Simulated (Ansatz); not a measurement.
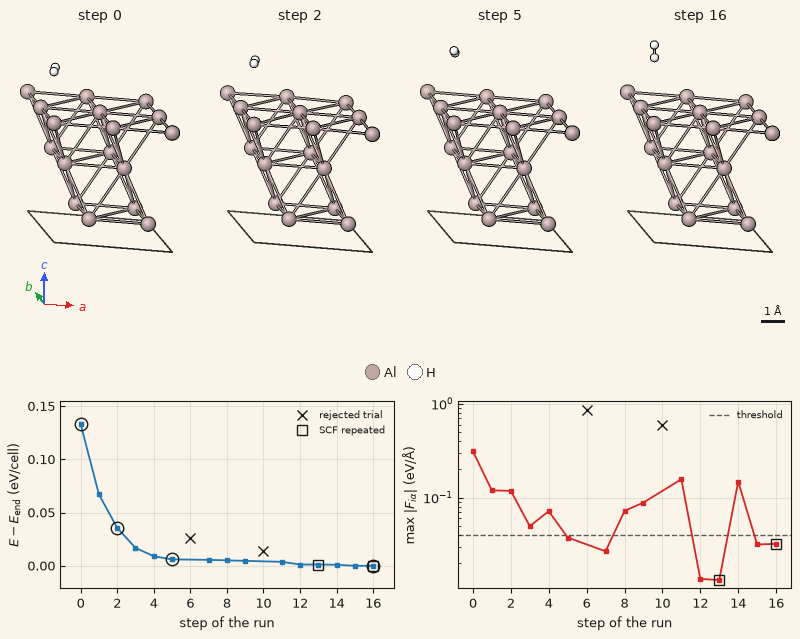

Frames of a constrained relaxation of a slab of composition Al₆H (cut from the Fm-3m phase), marked on the history of the run. The picture is a ball-and-stick view of the cell of the calculation, outlined in the plane, without the vacuum, seen slightly off an axis.

Case: 1 H2 a cell, flat, over a top Al site. The slab is the (1 1 1) face of Al with H2 on it. 4 atoms are held fixed.

These are results of Ansatz 0.2.0, DFT PBE+D3(BJ), scalar-relativistic, plane waves, PAW, not measurements. (plane-wave cutoff 420 eV; k-point mesh 4 × 4 × 1; occupations gaussian; smearing width 0.1 eV; no spin polarisation; dipole correction; atoms relaxed in a fixed cell; force threshold 0.04 eV/Å; at most 100 steps)

> What happens along the run?

The energy falls by 0.133 eV per cell of the calculation in 12 accepted moves (16 points after the start). The largest force component goes from 0.31 to 0.032 eV/Å. The line search rejected the trial steps at points 6, 10 of the run. 2 steps only repeated the SCF at the same geometry. The forces were under the threshold at step 5, but the run went on from there. The atom that moves furthest is an H atom (1.21 Å at 11° to the normal (+c side)). By element the largest moves are H 1.21 Å, Al 0.02 Å. The cell doesn't change. Near-neighbour distances that change, for instance: Al–Al 2.816 → 2.805 Å. From step 0 to 2: an H atom moves most (0.39 Å), energy −97.5 meV per cell of the calculation. From step 2 to 5: an H atom moves most (0.60 Å), energy −29.6 meV per cell of the calculation. From step 5 to 16: an H atom moves most (0.32 Å), energy −6.0 meV per cell of the calculation.

Limits of the set-up: the periodic images lie only 5.6 Å apart, so the values are limited by the cell's size.
